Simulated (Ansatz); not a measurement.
Run report: AlN, geometry relaxation (part 1 of 2)

The run: geometry relaxation of AlN (Cmc2₁, 4 atoms in the cell). Method and program: DFT PBEsol, scalar-relativistic, plane waves, PAW, no spin polarisation (Ansatz 0.2.0).

The structure derives from an entry of the Crystallography Open Database. It belongs to a series of runs on one base structure; here: film's bulk on the substrate's plane, third vector and atoms relaxed.

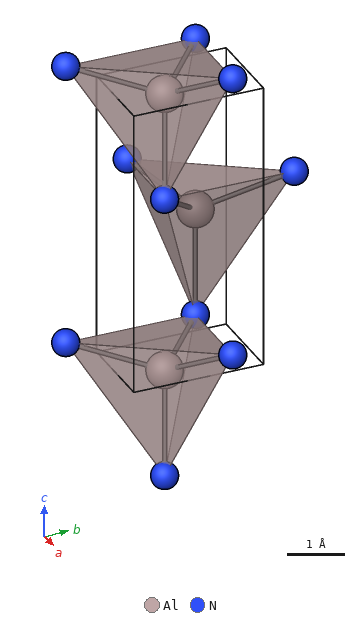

Fig. 1: The structure as given in the input (polyhedral view of the reduced cell, seen slightly off an axis; polyhedra are completed across the faces of the cell). An atom can appear more than once, as a periodic image.

### The input
```yaml
crystal:
  lattice:
    - [3.0758056077, 0.0, 0.0]
    - [0.0, 5.0477112833, 0.0]
    - [1.5379028038, 0.0, 2.695604029]
  atoms:
    - { symbol: Al, position: [0.3333333333, -0.0015080759, 0.3333333333] }
    - { symbol: Al, position: [0.6666666667, 0.4984919241, 0.6666666667] }
    - { symbol: "N", position: [0.3333333333, 0.6165080759, 0.3333333333] }
    - { symbol: "N", position: [0.6666666667, 0.1165080759, 0.6666666667] }
basis:
  ecutwfc: 420
kpoints:
  mp_grid: { grid: [9, 5, 10] }
hamiltonian:
  xc: pbesol
scf:
  occupations: { method: gaussian, width: 0.02 }
output:
  forces: true
  stress: true
  eigenvalues: true
relax:
  adjacent_minimum: "off"
  f_tol: 0.01
  max_steps: 50
  cell: { fix: [a, b, gamma], stress_tol: 0.1 }
```

Hardware: 4 threads of Arm Neoverse V1, 24 GiB of memory available, shared host.

Run as:
```bash
ansatz run input.yaml --threads 4 --pin off --max-ram 10240MiB --backend cpu --events-out ev --progress --plain --runs-dir out
```

### Log
```
Warning: crystal.symmetry: narrowed to the stabiliser of the k-point mesh — unitary ops 4 → 2; excluded 2 operations that carry a point of the 9×5×10 mesh (shift [0, 0, 0]) off the mesh (the run samples exactly the mesh kpoints.mp_grid names, as under crystal.symmetry.detect: false, and its converged state has the mesh's symmetry, not the crystal's; ε∞, the Born charges and the force constants of a linear response (`dielectric:` by the response, `phonons.method: dfpt`) are averaged over those of the crystal's operations that the state keeps within a tolerance, where `mesh_tensors`, `unaveraged_element` or `gamma_mean_max_change_ev_ang2` stands beside them; a row that `dielectric.field_direction` solves alone is averaged likewise, with nothing beside; a Γ-centred mesh of equal divisions is mapped onto itself by every operation and keeps the whole group, as does a half-shifted one under kpoints.further_shifts: images)
Engine: ansatz 0.2.0, aarch64-unknown-linux-gnu
Pseudopotentials: kind: paw
Pseudopotential: Al, paw, valence charge 3, recommended cutoff 420 eV (normal), Al.paw.azcp
Pseudopotential: N, paw, valence charge 5, recommended cutoff 420 eV (normal), N.paw.azcp
Functional definition: PBEsol
  exchange = pbesol_x
  correlation = pbesol_c
Crystal: 4 atoms, lattice volume = 41.851 Å³
Basis set: ecut = 420 eV, 801 PW (Γ), exchange–correlation on 48×72×48 points (8 copies of the dense FFT grid, shifted against one another)
Bands: 12, of which v1, the nominal top of the filled ones, is band 8 counted from 1 (7 counted from 0)
Symmetry: 2 space group operations
k-points: 138 of 450 (time reversal used)
Non-local potential: Al, projectors of the file, l = 0: 2, l = 1: 2, l = 2: 1
Non-local potential: N, projectors of the file, l = 0: 2, l = 1: 2, l = 2: 1
PAW form: soft (Blöchl's): semilocal exchange-correlation on the pseudo side does not see the compensation charge
PAW frozen core: Al, regenerated for the run's functional, and the local potential with it (the file was generated under x = pbe(κ = 0.804, μ = 0.2195149727645171), c = pbe(β = 0.06672455060314922))
PAW frozen core: N, regenerated for the run's functional, and the local potential with it (the file was generated under x = pbe(κ = 0.804, μ = 0.2195149727645171), c = pbe(β = 0.06672455060314922))
PAW one-centre angular grid: Al, 110 points (default); XC on 64 Gauss nodes
PAW one-centre angular grid: N, 110 points (default); XC on 64 Gauss nodes
Initial density: superposition of atomic densities (neutral atoms: chi_scale 0, normalization atom), corrected by the library's trained network
Initial wavefunctions: pseudopotential atomic-orbital guess
Functional: x = pbesol(κ = 0.804, μ = 0.12345679012345678), c = pbesol(β = 0.046)
SCF iter   1: F=—  HF=-1811.914911 eV  |F-HF|=—  |Δ(HF+E_count)|=         —  Δρ=1.04e-2  dr2=4.83e-2  ethr=1.77e-3  ⟨swp⟩=6.2  Hψ=11366  notcnv=0
preconditioner: auto → none  [insulator: Δε(μ)=4.054 eV  Ē_g=12.943 eV  σ=0.020 eV  W_gap=1.00  n_scr=2 (ndim 8)  ℏωp=23.0 eV  f_vac=0.000  D(μ)=0.00/eV (n_scr^D=0)  ε∞_Penn≈4.1]
SCF iter   2: F=—  HF=-1811.901218 eV  |F-HF|=—  |Δ(HF+E_count)|=   1.37e-2  Δρ=1.32e-3  dr2=7.78e-4  ethr=3.02e-4  ⟨swp⟩=3.0  Hψ=4158  notcnv=0
SCF iter   3: F=—  HF=-1811.901064 eV  |F-HF|=—  |Δ(HF+E_count)|=   1.54e-4  Δρ=4.82e-4  dr2=5.26e-5  ethr=4.86e-6  ⟨swp⟩=2.0  Hψ=2616  notcnv=0
SCF iter   4: F=—  HF=-1811.900920 eV  |F-HF|=—  |Δ(HF+E_count)|=   1.43e-4  Δρ=2.06e-5  dr2=6.85e-8  ethr=6.25e-10  ⟨swp⟩=5.0  Hψ=9434  notcnv=0
iter 5 did not close the SCF: its close was put off for the readings that it lacked (scf_convergence_deferred on its scf_iter line)
SCF iter   5: F=-1811.900921 eV  HF=-1811.900921 eV  |F-HF|=3.29e-10  |Δ(HF+E_count)|=   3.29e-8  Δρ=1.71e-6  dr2=3.44e-10  ethr=4.28e-10  ⟨swp⟩=2.4  Hψ=2774  notcnv=0
SCF iter   6: F=-1811.900921 eV  HF=-1811.900921 eV  |F-HF|=2.27e-13  |Δ(HF+E_count)|=  3.68e-10  Δρ=1.72e-7  dr2=6.99e-12  ethr=2.15e-12  ⟨swp⟩=1.0  Hψ=5158  notcnv=0
SCF 1 converged in 6 iterations: F = -1811.900921 eV  dr2 = 6.99e-12
  greatest PAW one-centre occupation: 0.785 electrons in one spin orbital (limit 2), on the N atom at site 3 (counted from 0), in its partial waves of l = 0
relax step   1: F+E_penalty+E_count = -1811.90092052 eV  Δ(F+E_penalty+E_count) = +0.000e0 eV  max|allowed force component| = 2.097e-1 eV/Å  Δτ_max = 0.0000 Å  P = +0.258 GPa  Ω = 41.851 Å³  fix = [a, b, gamma]  reactions: a +4.872, b -4.720 GPa  (6 SCF iters, dr2 threshold 1.00e-7 eV, accepted)
Crystal: 4 atoms, lattice volume = 41.878 Å³
Basis set: ecut = 420 eV, 817 PW (Γ), exchange–correlation on 48×72×48 points (8 copies of the dense FFT grid, shifted against one another)
Initial density: handed on by an earlier stage of this run
Initial wavefunctions: those handed on with the density
iter 1 solved again at ethr=1.11e-6 eV; its pass at ethr=3.10e-3 eV (dr2=1.78e-4 eV) is discarded
SCF iter   1: F=—  HF=-1811.903283 eV  |F-HF|=—  |Δ(HF+E_count)|=         —  Δρ=6.39e-4  dr2=1.89e-4  ethr=1.11e-6  ⟨swp⟩=1.6  Hψ=10355  notcnv=0
preconditioner: auto → none  [insulator: Δε(μ)=4.141 eV  Ē_g=13.007 eV  σ=0.020 eV  W_gap=1.00  n_scr=2 (ndim 8)  ℏωp=23.0 eV  f_vac=0.000  D(μ)=0.00/eV (n_scr^D=0)  ε∞_Penn≈4.1]
SCF iter   2: F=—  HF=-1811.903072 eV  |F-HF|=—  |Δ(HF+E_count)|=   2.12e-4  Δρ=2.08e-4  dr2=1.47e-5  ethr=1.11e-6  ⟨swp⟩=2.3  Hψ=2659  notcnv=0
SCF iter   3: F=—  HF=-1811.903068 eV  |F-HF|=—  |Δ(HF+E_count)|=   3.88e-6  Δρ=4.75e-5  dr2=4.02e-7  ethr=9.17e-8  ⟨swp⟩=2.2  Hψ=2637  notcnv=0
iter 4 did not close the SCF: its close was put off for the readings that it lacked (scf_convergence_deferred on its scf_iter line)
SCF iter   4: F=-1811.903068 eV  HF=-1811.903068 eV  |F-HF|=4.14e-9  |Δ(HF+E_count)|=   2.60e-8  Δρ=5.49e-6  dr2=7.96e-9  ethr=2.51e-9  ⟨swp⟩=2.0  Hψ=2460  notcnv=0
iter 5 did not close the SCF: its close was put off for the readings that it lacked (scf_convergence_deferred on its scf_iter line)
SCF iter   5: F=-1811.903068 eV  HF=-1811.903068 eV  |F-HF|=4.48e-11  |Δ(HF+E_count)|=  9.37e-10  Δρ=1.15e-6  dr2=1.92e-10  ethr=4.97e-11  ⟨swp⟩=2.1  Hψ=2477  notcnv=0
SCF iter   6: F=-1811.903068 eV  HF=-1811.903068 eV  |F-HF|=4.55e-13  |Δ(HF+E_count)|=  7.25e-11  Δρ=1.36e-7  dr2=2.13e-12  ethr=1.20e-12  ⟨swp⟩=1.0  Hψ=4985  notcnv=0
SCF 2 converged in 6 iterations: F = -1811.903068 eV  dr2 = 2.13e-12
relax step   2: F+E_penalty+E_count = -1811.90306769 eV  Δ(F+E_penalty+E_count) = -2.147e-3 eV  max|allowed force component| = 1.570e-1 eV/Å  Δτ_max = 0.0037 Å  P = +0.093 GPa  Ω = 41.878 Å³  energy of the carried Pulay correction = -8.510e-5 eV  fix = [a, b, gamma]  reactions: a +4.367, b -4.455 GPa  (6 SCF iters, dr2 threshold 4.00e-7 eV, accepted)
Crystal: 4 atoms, lattice volume = 41.891 Å³
iter 1 solved again at ethr=5.08e-6 eV; its pass at ethr=3.10e-3 eV (dr2=8.13e-4 eV) is discarded
SCF iter   1: F=—  HF=-1811.906064 eV  |F-HF|=—  |Δ(HF+E_count)|=         —  Δρ=1.44e-3  dr2=8.84e-4  ethr=5.08e-6  ⟨swp⟩=1.1  Hψ=10787  notcnv=0
preconditioner: auto → none  [insulator: Δε(μ)=4.179 eV  Ē_g=13.001 eV  σ=0.020 eV  W_gap=1.00  n_scr=2 (ndim 8)  ℏωp=22.9 eV  f_vac=0.000  D(μ)=0.00/eV (n_scr^D=0)  ε∞_Penn≈4.1]
SCF iter   2: F=—  HF=-1811.905719 eV  |F-HF|=—  |Δ(HF+E_count)|=   3.45e-4  Δρ=4.55e-4  dr2=6.87e-5  ethr=5.08e-6  ⟨swp⟩=2.4  Hψ=2683  notcnv=0
SCF iter   3: F=—  HF=-1811.905563 eV  |F-HF|=—  |Δ(HF+E_count)|=   1.55e-4  Δρ=9.70e-5  dr2=1.60e-6  ethr=4.29e-7  ⟨swp⟩=2.8  Hψ=2686  notcnv=0
iter 4 did not close the SCF: its close was put off for the readings that it lacked (scf_convergence_deferred on its scf_iter line)
SCF iter   4: F=-1811.905564 eV  HF=-1811.905564 eV  |F-HF|=3.63e-10  |Δ(HF+E_count)|=   2.81e-7  Δρ=6.30e-6  dr2=7.96e-9  ethr=1.00e-8  ⟨swp⟩=1.1  Hψ=1697  notcnv=0
iter 5 did not close the SCF: its close was put off for the readings that it lacked (scf_convergence_deferred on its scf_iter line)
SCF iter   5: F=-1811.905564 eV  HF=-1811.905564 eV  |F-HF|=5.26e-10  |Δ(HF+E_count)|=  7.91e-10  Δρ=1.58e-6  dr2=7.74e-10  ethr=4.97e-11  ⟨swp⟩=2.0  Hψ=2715  notcnv=0
SCF iter   6: F=-1811.905564 eV  HF=-1811.905564 eV  |F-HF|=2.96e-12  |Δ(HF+E_count)|=  1.59e-10  Δρ=2.42e-7  dr2=9.50e-12  ethr=4.84e-12  ⟨swp⟩=1.0  Hψ=4717  notcnv=0
SCF 3 converged in 6 iterations: F = -1811.905564 eV  dr2 = 9.50e-12
relax step   3: F+E_penalty+E_count = -1811.90556357 eV  Δ(F+E_penalty+E_count) = -2.496e-3 eV  max|allowed force component| = 4.392e-3 eV/Å  Δτ_max = 0.0071 Å  P = -0.030 GPa  Ω = 41.891 Å³  energy of the carried Pulay correction = -1.293e-4 eV  fix = [a, b, gamma]  reactions: a +3.307, b -3.485 GPa  (6 SCF iters, dr2 threshold 4.00e-7 eV, accepted)
Initial wavefunctions: pseudopotential atomic-orbital guess (no wavefunctions were taken with the density)
iter 1 solved again at ethr=5.63e-9 eV; its pass at ethr=3.10e-3 eV (dr2=9.01e-7 eV) is discarded
SCF iter   1: F=—  HF=-1811.905831 eV  |F-HF|=—  |Δ(HF+E_count)|=         —  Δρ=9.24e-6  dr2=5.09e-9  ethr=5.63e-9  ⟨swp⟩=3.2  Hψ=16341  notcnv=0
preconditioner: auto → none  [insulator: Δε(μ)=4.175 eV  Ē_g=13.001 eV  σ=0.020 eV  W_gap=1.00  n_scr=2 (ndim 8)  ℏωp=22.9 eV  f_vac=0.000  D(μ)=0.00/eV (n_scr^D=0)  ε∞_Penn≈4.1]
SCF iter   2: F=—  HF=-1811.905693 eV  |F-HF|=—  |Δ(HF+E_count)|=   1.38e-4  Δρ=4.50e-6  dr2=1.27e-9  ethr=3.18e-11  ⟨swp⟩=3.1  Hψ=3150  notcnv=0
SCF iter   3: F=—  HF=-1811.905693 eV  |F-HF|=—  |Δ(HF+E_count)|=   4.20e-9  Δρ=2.23e-6  dr2=2.68e-10  ethr=7.95e-12  ⟨swp⟩=1.0  Hψ=1662  notcnv=0
iter 4 did not close the SCF: its close was put off for the readings that it lacked (scf_convergence_deferred on its scf_iter line)
SCF iter   4: F=-1811.905693 eV  HF=-1811.905693 eV  |F-HF|=1.36e-12  |Δ(HF+E_count)|=   1.49e-9  Δρ=1.21e-7  dr2=2.30e-12  ethr=1.67e-12  ⟨swp⟩=2.2  Hψ=2801  notcnv=0
iter 5 did not close the SCF: its close was put off for the readings that it lacked (scf_convergence_deferred on its scf_iter line)
SCF iter   5: F=-1811.905693 eV  HF=-1811.905693 eV  |F-HF|=4.55e-13  |Δ(HF+E_count)|=  2.27e-12  Δρ=2.90e-8  dr2=1.51e-13  ethr=1.00e-12  ⟨swp⟩=1.0  Hψ=1656  notcnv=0
iter 6 did not close the SCF: its close was put off for the readings that it lacked (scf_convergence_deferred on its scf_iter line)
SCF iter   6: F=-1811.905693 eV  HF=-1811.905693 eV  |F-HF|=6.82e-13  |Δ(HF+E_count)|=  2.27e-13  Δρ=8.69e-9  dr2=1.69e-14  ethr=1.00e-12  ⟨swp⟩=1.0  Hψ=1656  notcnv=0
iter 7 did not close the SCF: its close was put off for the readings that it lacked (scf_convergence_deferred on its scf_iter line)
SCF iter   7: F=-1811.905693 eV  HF=-1811.905693 eV  |F-HF|=2.27e-13  |Δ(HF+E_count)|=  4.55e-13  Δρ=4.05e-9  dr2=2.16e-15  ethr=1.00e-12  ⟨swp⟩=1.0  Hψ=1656  notcnv=0
SCF iter   8: F=-1811.905693 eV  HF=-1811.905693 eV  |F-HF|=2.27e-13  |Δ(HF+E_count)|=  4.55e-13  Δρ=1.26e-9  dr2=2.12e-16  ethr=1.00e-12  ⟨swp⟩=1.0  Hψ=3864  notcnv=0
SCF 4 converged in 8 iterations: F = -1811.905693 eV  dr2 = 2.12e-16
relax step   4: F+E_penalty+E_count = -1811.90569325 eV  Δ(F+E_penalty+E_count) = -1.297e-4 eV  max|allowed force component| = 4.405e-3 eV/Å  Δτ_max = 0.0000 Å  P = -0.024 GPa  Ω = 41.891 Å³  fix = [a, b, gamma]  reactions: a +3.311, b -3.483 GPa  stress off target by 1.01e-1 GPa on what of the cell is left free  SCF on the basis re-selected at this cell (its energy is not comparable with the rows above)  (8 SCF iters)
basis re-selected at this cell: Δ(F+E_penalty+E_count) = -1.297e-4 eV, ΔP = +0.006 GPa vs the last step (what re-selecting the basis moved, of the pressure what is left beyond the Pulay correction that the steps carried, after the strain that the cell walked since its last selection, with what the two solves' SCF thresholds leave and, on support functions, any second-order correction that the steps lacked; it is no measure of the basis error at this ecutwfc). This SCF's stress stands 1.01e-1 GPa from its target on what of the cell is left free (relax.cell.stress_tol is 1.00e-1 GPa) and its largest allowed force component is 4.41e-3 eV/Å (relax.f_tol is 1.00e-2 eV/Å): not within both, so this SCF does not close the relaxation
Crystal: 4 atoms, lattice volume = 41.902 Å³
iter 1 solved again at ethr=2.71e-8 eV; its pass at ethr=3.10e-3 eV (dr2=4.34e-6 eV) is discarded
```
